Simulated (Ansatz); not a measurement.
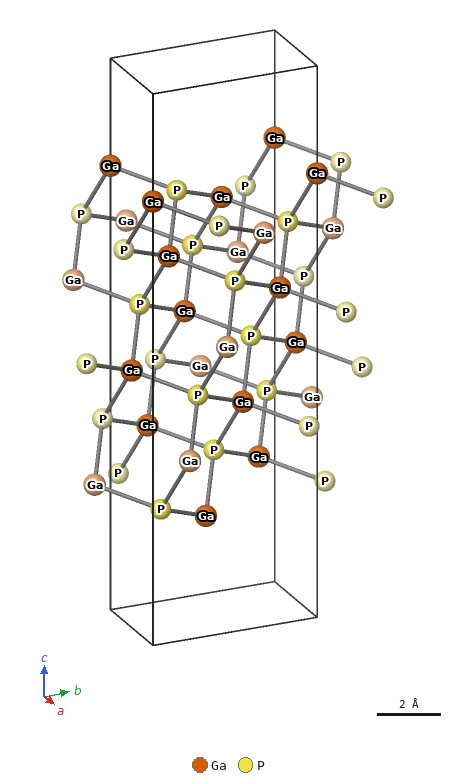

**Figure 1.** The starting structure (ball-and-stick view of the cell of the calculation, with the vacuum cut short, seen slightly off an axis; neighbours outside the cell are drawn fainter). An atom can appear more than once, as a periodic image. Near neighbours in the periodic cell (some may lie outside the picture): Ga has 2 P at 2.35 Å; P has 3 Ga at 2.35 Å; Ga has 3 P at 2.35 Å; P has 4 Ga at 2.35 Å; Ga has 4 P at 2.35 Å.

Ga$_{10}$P$_{9}$: geometry relaxation (part 1 of 3)

The run: geometry relaxation of Ga$_{10}$P$_{9}$ (slab, 19 atoms in the cell). Method and program: DFT PBEsol, scalar-relativistic, plane waves, PAW, no spin polarisation (Ansatz 0.2.0).

The structure derives from an entry of the Crystallography Open Database. It belongs to a series of runs on one base structure; here: (2 1 0) slab, atoms relaxed.

**Input file**
```yaml
crystal:
  lattice:
    - [5.438450189, 0.0, 0.0]
    - [-2.7192250945, 6.0803721574, 0.0]
    - [0.0, 0.0, 25.9446698833]
  atoms:
    - { symbol: Ga, position: [0.7, 0.4, 0.2890767172] }
    - { symbol: P, position: [0.8, 0.1, 0.3125126376] }
    - { symbol: Ga, position: [0.4, 0.8, 0.3359485579] }
    - { symbol: P, position: [0.5, 0.5, 0.3593844782] }
    - { symbol: Ga, position: [0.1, 0.2, 0.3828203985] }
    - { symbol: P, position: [0.2, 0.9, 0.4062563188] }
    - { symbol: Ga, position: [0.8, 0.6, 0.4296922391] }
    - { symbol: P, position: [0.9, 0.3, 0.4531281594] }
    - { symbol: Ga, position: [0.5, 0.0, 0.4765640797] }
    - { symbol: P, position: [0.6, 0.7, 0.5] }
    - { symbol: Ga, position: [0.2, 0.4, 0.5234359203] }
    - { symbol: P, position: [0.3, 0.1, 0.5468718406] }
    - { symbol: Ga, position: [0.9, 0.8, 0.5703077609] }
    - { symbol: P, position: [0.0, 0.5, 0.5937436812] }
    - { symbol: Ga, position: [0.6, 0.2, 0.6171796015] }
    - { symbol: P, position: [0.7, 0.9, 0.6406155218] }
    - { symbol: Ga, position: [0.3, 0.6, 0.6640514421] }
    - { symbol: P, position: [0.4, 0.3, 0.6874873624] }
    - { symbol: Ga, position: [0.0, 0.0, 0.7109232828] }
basis:
  ecutwfc: 420
kpoints:
  mp_grid: { grid: [6, 5, 1] }
hamiltonian:
  xc: pbesol
scf:
  occupations: { method: gaussian, width: 0.05 }
output:
  forces: true
  eigenvalues: true
  write_density: true
  write_potential: true
  elf: true
  volumetric_format: npy
relax:
  adjacent_minimum: "off"
  f_tol: 0.02
  max_steps: 60
efield:
  axis: 3
  dipole_correction: true
  ramp_width: 0.04
```

Launched with:
```bash
ansatz run input.yaml --threads 2 --pin off --max-ram 5120MiB --backend cpu --events-out ev --progress --plain --runs-dir out
```

**Log**
```
Engine: ansatz 0.2.0, x86_64-unknown-linux-gnu
Pseudopotentials: kind: paw
Pseudopotential: Ga, paw, valence charge 13, recommended cutoff 420 eV (normal), Ga.paw.azcp
Pseudopotential: P, paw, valence charge 5, recommended cutoff 420 eV (normal), P.paw.azcp
Functional definition: PBEsol
  exchange = pbesol_x
  correlation = pbesol_c
Crystal: 19 atoms, lattice volume = 857.933 Å³
Basis set: ecut = 420 eV, 16635 PW (Γ), exchange–correlation on 80×90×360 points (8 copies of the dense FFT grid, shifted against one another)
Bands: 107, of which v1, the nominal top of the filled ones, is band 88 counted from 1 (87 counted from 0)
Symmetry: 1 space group operations
k-points: 16 of 30 (time reversal used)
Non-local potential: Ga, projectors of the file, l = 0: 2, l = 1: 2, l = 2: 3, l = 3: 1
Non-local potential: P, projectors of the file, l = 0: 2, l = 1: 2, l = 2: 2
PAW form: soft (Blöchl's): semilocal exchange-correlation on the pseudo side does not see the compensation charge
PAW frozen core: Ga, regenerated for the run's functional, and the local potential with it (the file was generated under x = pbe(κ = 0.804, μ = 0.2195149727645171), c = pbe(β = 0.06672455060314922))
PAW frozen core: P, regenerated for the run's functional, and the local potential with it (the file was generated under x = pbe(κ = 0.804, μ = 0.2195149727645171), c = pbe(β = 0.06672455060314922))
PAW one-centre angular grid: Ga, 590 points (default); XC on 64 Gauss nodes
PAW one-centre angular grid: P, 110 points (default); XC on 64 Gauss nodes
Initial density: superposition of atomic densities (neutral atoms: chi_scale 0, normalization atom), corrected by the library's trained network
Initial wavefunctions: pseudopotential atomic-orbital guess
Functional: x = pbesol(κ = 0.804, μ = 0.12345679012345678), c = pbesol(β = 0.046)
SCF iter   1: F=—  HF=-44092.721481 eV  |F-HF|=—  |Δ(HF+E_count)|=         —  Δρ=3.74e-3  dr2=2.93e-1  ethr=1.77e-3  p=0.000 e·Å  D=5.77e-14 V/Å  ΔV_dip=-0.00 eV  dr2_dipole=3.94e-3  V_vac-E_F(+/−)=4.65/4.65 eV  ⟨swp⟩=8.9  Hψ=8637  notcnv=0  defer=75
efield: sawtooth ramp at fractional position 0.9800 (placed from the atoms, in the widest stretch of the axis that holds none; the zero of the levels goes with the place), width 0.0400; the density the first Hamiltonian is built on has a dipole p = 0.000 e·Å; the dipole correction subtracts the counter field D = 5.77e-14 V/Å, which shifts the + side's vacuum level by -0.00 eV against the − side's; the planar-averaged density in the ramp window peaks in size at 9.3e-6 e/Å³
preconditioner: auto → LDOS  [metal: Δε(μ)=0.007 eV  Ē_g=13.513 eV  σ=0.050 eV  W_gap=0.07  n_scr=132 (ndim 8)  ℏωp=16.8 eV  f_vac=0.492  D(μ)=9.24/eV (n_scr^D=44)  β→1.0]
SCF iter   2: F=—  HF=-44092.685381 eV  |F-HF|=—  |Δ(HF+E_count)|=   3.61e-2  Δρ=1.99e-3  dr2=8.36e-2  ethr=1.67e-4  p=-0.001 e·Å  D=-1.54e-4 V/Å  ΔV_dip=0.00 eV  dr2_dipole=9.02e-5  V_vac-E_F(+/−)=4.71/4.71 eV  ⟨swp⟩=3.1  Hψ=3403  notcnv=0  defer=227
SCF iter   3: F=—  HF=-44092.673080 eV  |F-HF|=—  |Δ(HF+E_count)|=   1.23e-2  Δρ=1.04e-3  dr2=3.20e-2  ethr=4.78e-5  p=-0.001 e·Å  D=-2.03e-4 V/Å  ΔV_dip=0.01 eV  dr2_dipole=1.74e-4  V_vac-E_F(+/−)=4.71/4.71 eV  ⟨swp⟩=2.0  Hψ=2962  notcnv=0  defer=227
SCF iter   4: F=—  HF=-44092.669994 eV  |F-HF|=—  |Δ(HF+E_count)|=   3.09e-3  Δρ=6.47e-4  dr2=1.51e-2  ethr=1.83e-5  p=-0.001 e·Å  D=-2.37e-4 V/Å  ΔV_dip=0.01 eV  dr2_dipole=8.93e-5  V_vac-E_F(+/−)=4.72/4.72 eV  ⟨swp⟩=2.0  Hψ=2886  notcnv=0  defer=227
SCF iter   5: F=—  HF=-44092.667689 eV  |F-HF|=—  |Δ(HF+E_count)|=   2.30e-3  Δρ=3.36e-4  dr2=4.20e-3  ethr=8.65e-6  p=-0.001 e·Å  D=-2.84e-4 V/Å  ΔV_dip=0.01 eV  dr2_dipole=1.63e-7  V_vac-E_F(+/−)=4.73/4.72 eV  ⟨swp⟩=3.0  Hψ=2915  notcnv=0  defer=227
SCF iter   6: F=—  HF=-44092.667033 eV  |F-HF|=—  |Δ(HF+E_count)|=   6.56e-4  Δρ=1.64e-4  dr2=7.61e-4  ethr=2.40e-6  p=-0.001 e·Å  D=-2.98e-4 V/Å  ΔV_dip=0.01 eV  dr2_dipole=4.09e-8  V_vac-E_F(+/−)=4.74/4.73 eV  ⟨swp⟩=3.0  Hψ=3148  notcnv=0  defer=227
SCF iter   7: F=—  HF=-44092.666895 eV  |F-HF|=—  |Δ(HF+E_count)|=   1.38e-4  Δρ=6.93e-5  dr2=7.99e-5  ethr=4.35e-7  p=-0.001 e·Å  D=-3.04e-4 V/Å  ΔV_dip=0.01 eV  dr2_dipole=7.10e-7  V_vac-E_F(+/−)=4.74/4.73 eV  ⟨swp⟩=2.6  Hψ=2824  notcnv=0  defer=227
SCF iter   8: F=—  HF=-44092.666896 eV  |F-HF|=—  |Δ(HF+E_count)|=   1.16e-6  Δρ=2.77e-5  dr2=1.50e-5  ethr=4.56e-8  p=-0.001 e·Å  D=-3.13e-4 V/Å  ΔV_dip=0.01 eV  dr2_dipole=1.80e-6  V_vac-E_F(+/−)=4.74/4.73 eV  ⟨swp⟩=2.1  Hψ=2760  notcnv=0  defer=227
SCF iter   9: F=-44092.666893 eV  HF=-44092.666898 eV  |F-HF|=4.48e-6  |Δ(HF+E_count)|=   1.46e-6  Δρ=1.40e-5  dr2=4.88e-6  ethr=5.71e-9  p=-0.002 e·Å  D=-3.24e-4 V/Å  ΔV_dip=0.01 eV  dr2_dipole=1.19e-6  V_vac-E_F(+/−)=4.74/4.73 eV  ⟨swp⟩=23.1  Hψ=20754  notcnv=0
SCF 1 converged in 9 iterations: F = -44092.666893 eV  dr2 = 4.88e-6
  greatest PAW one-centre occupation: 0.995 electrons in one spin orbital (limit 2), on the Ga atom at site 18 (counted from 0), in its partial waves of l = 2
relax step   1: F+E_penalty+E_count = -44092.66689307 eV  Δ(F+E_penalty+E_count) = +0.000e0 eV  max|allowed force component| = 7.265e-1 eV/Å  Δτ_max = 0.0000 Å  (9 SCF iters, dr2 threshold 1.00e-5 eV, accepted)
Initial density: handed on by an earlier stage of this run
Initial wavefunctions: those handed on with the density
iter 1 solved again at ethr=9.70e-5 eV; its pass at ethr=3.10e-3 eV (dr2=1.70e-1 eV) is discarded
SCF iter   1: F=—  HF=-44093.490356 eV  |F-HF|=—  |Δ(HF+E_count)|=         —  Δρ=5.26e-3  dr2=1.72e-1  ethr=9.70e-5  p=-0.002 e·Å  D=-3.24e-4 V/Å  ΔV_dip=0.01 eV  dr2_dipole=5.45e-5  V_vac-E_F(+/−)=4.73/4.72 eV  ⟨swp⟩=1.6  Hψ=6396  notcnv=0  defer=217
efield: sawtooth ramp at fractional position 0.9800 (handed on by an earlier solve), width 0.0400; the density the first Hamiltonian is built on has a dipole p = -0.002 e·Å; the dipole correction subtracts the counter field D = -3.24e-4 V/Å, which shifts the + side's vacuum level by +0.01 eV against the − side's; the planar-averaged density in the ramp window peaks in size at 1.2e-5 e/Å³
preconditioner: auto → LDOS  [metal: Δε(μ)=0.014 eV  Ē_g=13.564 eV  σ=0.050 eV  W_gap=0.16  n_scr=132 (ndim 8)  ℏωp=16.8 eV  f_vac=0.495  D(μ)=10.74/eV (n_scr^D=58)  β→1.0]
SCF iter   2: F=—  HF=-44093.467352 eV  |F-HF|=—  |Δ(HF+E_count)|=   2.30e-2  Δρ=1.99e-3  dr2=6.73e-2  ethr=9.70e-5  p=-0.002 e·Å  D=-3.17e-4 V/Å  ΔV_dip=0.01 eV  dr2_dipole=1.78e-5  V_vac-E_F(+/−)=4.71/4.70 eV  ⟨swp⟩=3.0  Hψ=2414  notcnv=0  defer=217
SCF iter   3: F=—  HF=-44093.455036 eV  |F-HF|=—  |Δ(HF+E_count)|=   1.23e-2  Δρ=5.34e-4  dr2=5.53e-3  ethr=3.84e-5  p=-0.001 e·Å  D=-2.97e-4 V/Å  ΔV_dip=0.01 eV  dr2_dipole=2.98e-7  V_vac-E_F(+/−)=4.72/4.71 eV  ⟨swp⟩=2.3  Hψ=2349  notcnv=0  defer=217
SCF iter   4: F=—  HF=-44093.454128 eV  |F-HF|=—  |Δ(HF+E_count)|=   9.08e-4  Δρ=2.03e-4  dr2=1.25e-3  ethr=3.16e-6  p=-0.001 e·Å  D=-3.04e-4 V/Å  ΔV_dip=0.01 eV  dr2_dipole=5.89e-7  V_vac-E_F(+/−)=4.71/4.70 eV  ⟨swp⟩=2.7  Hψ=2492  notcnv=0  defer=220
SCF iter   5: F=—  HF=-44093.454118 eV  |F-HF|=—  |Δ(HF+E_count)|=   9.97e-6  Δρ=1.61e-4  dr2=6.86e-4  ethr=7.14e-7  p=-0.001 e·Å  D=-2.97e-4 V/Å  ΔV_dip=0.01 eV  dr2_dipole=9.96e-7  V_vac-E_F(+/−)=4.70/4.69 eV  ⟨swp⟩=2.0  Hψ=2868  notcnv=0  defer=220
SCF iter   6: F=—  HF=-44093.454071 eV  |F-HF|=—  |Δ(HF+E_count)|=   4.66e-5  Δρ=9.92e-5  dr2=3.80e-4  ethr=3.92e-7  p=-0.001 e·Å  D=-2.95e-4 V/Å  ΔV_dip=0.01 eV  dr2_dipole=5.76e-7  V_vac-E_F(+/−)=4.70/4.69 eV  ⟨swp⟩=2.0  Hψ=2896  notcnv=0  defer=220
SCF iter   7: F=—  HF=-44093.454009 eV  |F-HF|=—  |Δ(HF+E_count)|=   6.25e-5  Δρ=5.90e-5  dr2=1.13e-4  ethr=2.17e-7  p=-0.001 e·Å  D=-2.91e-4 V/Å  ΔV_dip=0.01 eV  dr2_dipole=5.17e-7  V_vac-E_F(+/−)=4.69/4.69 eV  ⟨swp⟩=2.0  Hψ=2798  notcnv=0  defer=220
SCF iter   8: F=-44093.453983 eV  HF=-44093.453995 eV  |F-HF|=1.25e-5  |Δ(HF+E_count)|=   1.37e-5  Δρ=2.45e-5  dr2=2.17e-5  ethr=1.89e-8  p=-0.001 e·Å  D=-2.89e-4 V/Å  ΔV_dip=0.01 eV  dr2_dipole=3.04e-7  V_vac-E_F(+/−)=4.69/4.69 eV  ⟨swp⟩=22.7  Hψ=18896  notcnv=0
SCF 2 converged in 8 iterations: F = -44093.453983 eV  dr2 = 2.17e-5
  greatest PAW one-centre occupation: 0.995 electrons in one spin orbital (limit 2), on the Ga atom at site 0 (counted from 0), in its partial waves of l = 2
relax step   2: F+E_penalty+E_count = -44093.45398259 eV  Δ(F+E_penalty+E_count) = -7.871e-1 eV  max|allowed force component| = 5.588e-1 eV/Å  Δτ_max = 0.1990 Å  (8 SCF iters, dr2 threshold 3.30e-5 eV, accepted)
[... from here on the SCF iterations and repeated set-up lines of each step are left out, up to the last step ...]
SCF 3 converged in 7 iterations: F = -44093.909208 eV  dr2 = 1.02e-5
relax step   3: F+E_penalty+E_count = -44093.90920812 eV  Δ(F+E_penalty+E_count) = -4.552e-1 eV  max|allowed force component| = 4.360e-1 eV/Å  Δτ_max = 0.1959 Å  (7 SCF iters, dr2 threshold 1.95e-5 eV, accepted)
SCF 4 converged in 7 iterations: F = -44094.186668 eV  dr2 = 8.54e-5
relax step   4: F+E_penalty+E_count = -44094.18666844 eV  Δ(F+E_penalty+E_count) = -2.775e-1 eV  max|allowed force component| = 4.267e-1 eV/Å  Δτ_max = 0.1956 Å  (7 SCF iters, dr2 threshold 1.00e-4 eV, accepted)
SCF 5 converged in 7 iterations: F = -44094.400777 eV  dr2 = 8.28e-5
relax step   5: F+E_penalty+E_count = -44094.40077674 eV  Δ(F+E_penalty+E_count) = -2.141e-1 eV  max|allowed force component| = 3.406e-1 eV/Å  Δτ_max = 0.1953 Å  (7 SCF iters, dr2 threshold 1.00e-4 eV, accepted)
SCF 6 converged in 7 iterations: F = -44094.565299 eV  dr2 = 4.17e-5
relax step   6: F+E_penalty+E_count = -44094.56529891 eV  Δ(F+E_penalty+E_count) = -1.645e-1 eV  max|allowed force component| = 2.904e-1 eV/Å  Δτ_max = 0.1912 Å  (7 SCF iters, dr2 threshold 7.39e-5 eV, accepted)
SCF 7 converged in 7 iterations: F = -44094.630629 eV  dr2 = 2.07e-5
relax step   7: F+E_penalty+E_count = -44094.63062943 eV  Δ(F+E_penalty+E_count) = -6.533e-2 eV  max|allowed force component| = 2.600e-1 eV/Å  Δτ_max = 0.1962 Å  (7 SCF iters, dr2 threshold 5.37e-5 eV, accepted)
SCF 8 converged in 7 iterations: F = -44094.583733 eV  dr2 = 7.77e-6
relax step   8: F+E_penalty+E_count = -44094.58373252 eV  Δ(F+E_penalty+E_count) = +4.690e-2 eV  max|allowed force component| = 3.205e-1 eV/Å  Δτ_max = 0.1460 Å  (7 SCF iters, dr2 threshold 4.91e-5 eV, rejected (line search))
SCF 9 converged in 10 iterations: F = -44094.672859 eV  dr2 = 3.36e-8
relax step   9: F+E_penalty+E_count = -44094.67285944 eV  Δ(F+E_penalty+E_count) = -4.223e-2 eV  max|allowed force component| = 1.809e-1 eV/Å  Δτ_max = 0.0730 Å  (10 SCF iters, accepted)
SCF 10 converged in 7 iterations: F = -44094.653654 eV  dr2 = 4.89e-6
relax step  10: F+E_penalty+E_count = -44094.65365368 eV  Δ(F+E_penalty+E_count) = +1.921e-2 eV  max|allowed force component| = 2.182e-1 eV/Å  Δτ_max = 0.1000 Å  (7 SCF iters, dr2 threshold 1.59e-5 eV, rejected (line search))
SCF 11 converged in 9 iterations: F = -44094.683333 eV  dr2 = 6.66e-8
relax step  11: F+E_penalty+E_count = -44094.68333261 eV  Δ(F+E_penalty+E_count) = -1.047e-2 eV  max|allowed force component| = 3.630e-2 eV/Å  Δτ_max = 0.0416 Å  (9 SCF iters, accepted)
SCF iter   1: F=—  HF=-44094.684085 eV  |F-HF|=—  |Δ(HF+E_count)|=         —  Δρ=2.65e-4  dr2=3.51e-4  ethr=1.90e-6  p=-0.002 e·Å  D=-4.58e-4 V/Å  ΔV_dip=0.01 eV  dr2_dipole=5.07e-6  V_vac-E_F(+/−)=5.13/5.12 eV  ⟨swp⟩=3.0  Hψ=3768  notcnv=0  defer=222
efield: sawtooth ramp at fractional position 0.9800 (handed on by an earlier solve), width 0.0400; the density the first Hamiltonian is built on has a dipole p = -0.002 e·Å; the dipole correction subtracts the counter field D = -4.58e-4 V/Å, which shifts the + side's vacuum level by +0.01 eV against the − side's; the planar-averaged density in the ramp window peaks in size at 8.0e-6 e/Å³
preconditioner: auto → LDOS  [metal: Δε(μ)=0.028 eV  Ē_g=13.594 eV  σ=0.050 eV  W_gap=0.31  n_scr=132 (ndim 8)  ℏωp=16.8 eV  f_vac=0.511  D(μ)=8.56/eV (n_scr^D=36)  β→1.0]
SCF iter   2: F=—  HF=-44094.684030 eV  |F-HF|=—  |Δ(HF+E_count)|=   5.48e-5  Δρ=6.58e-5  dr2=8.02e-5  ethr=2.01e-7  p=-0.002 e·Å  D=-4.42e-4 V/Å  ΔV_dip=0.01 eV  dr2_dipole=2.51e-7  V_vac-E_F(+/−)=5.13/5.12 eV  ⟨swp⟩=2.9  Hψ=3677  notcnv=0  defer=222
SCF iter   3: F=—  HF=-44094.683942 eV  |F-HF|=—  |Δ(HF+E_count)|=   8.79e-5  Δρ=2.69e-5  dr2=1.68e-5  ethr=4.58e-8  p=-0.002 e·Å  D=-4.34e-4 V/Å  ΔV_dip=0.01 eV  dr2_dipole=2.40e-8  V_vac-E_F(+/−)=5.13/5.12 eV  ⟨swp⟩=2.2  Hψ=2781  notcnv=0  defer=222
SCF iter   4: F=—  HF=-44094.683939 eV  |F-HF|=—  |Δ(HF+E_count)|=   3.28e-6  Δρ=7.50e-6  dr2=1.52e-6  ethr=9.60e-9  p=-0.002 e·Å  D=-4.32e-4 V/Å  ΔV_dip=0.01 eV  dr2_dipole=1.22e-8  V_vac-E_F(+/−)=5.13/5.12 eV  ⟨swp⟩=3.0  Hψ=2789  notcnv=0  defer=222
SCF iter   5: F=—  HF=-44094.683938 eV  |F-HF|=—  |Δ(HF+E_count)|=   6.18e-8  Δρ=3.43e-6  dr2=2.89e-7  ethr=8.69e-10  p=-0.002 e·Å  D=-4.32e-4 V/Å  ΔV_dip=0.01 eV  dr2_dipole=2.07e-9  V_vac-E_F(+/−)=5.13/5.12 eV  ⟨swp⟩=2.0  Hψ=2788  notcnv=0  defer=222
SCF iter   6: F=-44094.683938 eV  HF=-44094.683938 eV  |F-HF|=4.16e-8  |Δ(HF+E_count)|=   1.90e-8  Δρ=1.31e-6  dr2=6.50e-8  ethr=5.71e-11  p=-0.002 e·Å  D=-4.31e-4 V/Å  ΔV_dip=0.01 eV  dr2_dipole=1.09e-10  V_vac-E_F(+/−)=5.13/5.12 eV  ⟨swp⟩=17.8  Hψ=15486  notcnv=0
SCF 12 converged in 6 iterations: F = -44094.683938 eV  dr2 = 6.50e-8
relax step  12: F+E_penalty+E_count = -44094.68393844 eV  Δ(F+E_penalty+E_count) = -6.058e-4 eV  max|allowed force component| = 7.175e-3 eV/Å  Δτ_max = 0.0067 Å  (6 SCF iters, accepted)
```

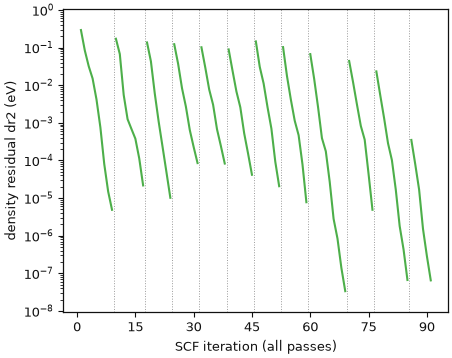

**Figure 2.** Convergence of the self-consistent field: density residual dr2 against the SCF iteration. The dotted lines part the SCF passes of the relaxation: geometry steps, rejected trials and re-solves on a re-selected basis. The 12 passes take 6 to 10 iterations each, 91 in all.

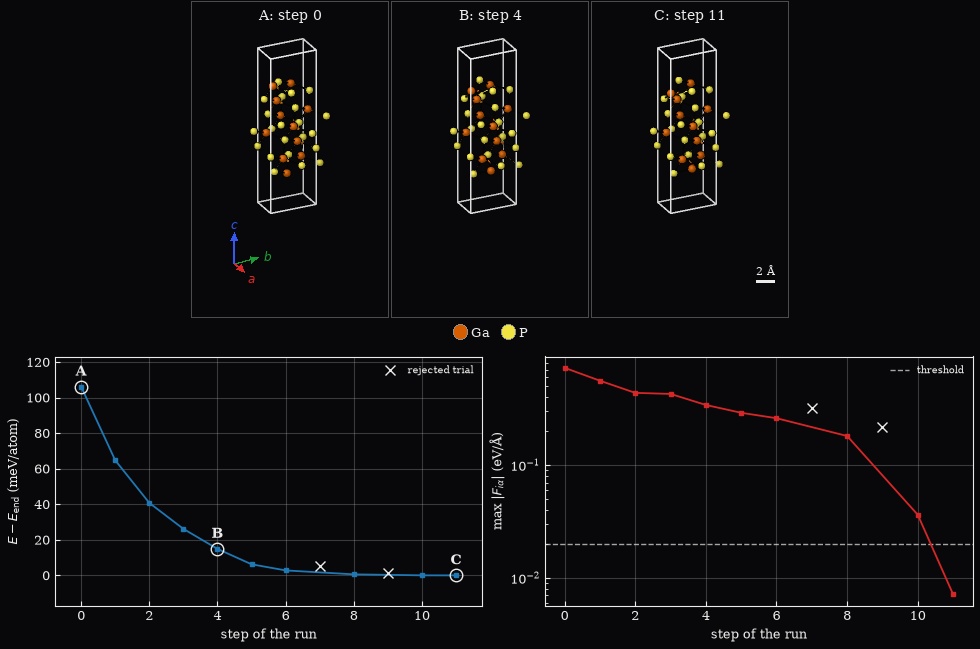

**Figure 3.** Frames of the relaxation (ball-and-stick view of the cell of the calculation, with the vacuum cut short (origin shifted), with bonded neighbours outside it, seen slightly off an axis) above the curves, on which the letters mark them (the first geometry is step 0 here and step 1 in the log).
